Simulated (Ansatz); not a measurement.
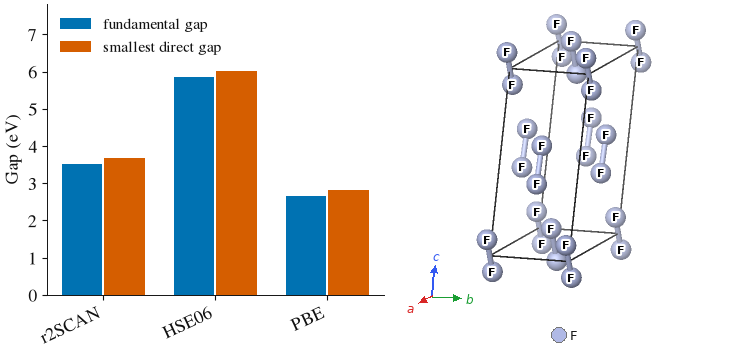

Gaps of F, space group C2/m (No. 12), 4 atoms in the cell, uniaxial (z) strain −5.7%, at several levels of theory on one cell (Ansatz, plane waves and PAW; edges over the mesh and the special points).

How does the gap depend on the level, and does its kind change?

Answer. In rising order: PBE 2.66 eV, r2SCAN 3.51 eV and HSE06 5.85 eV. It is indirect at every level.
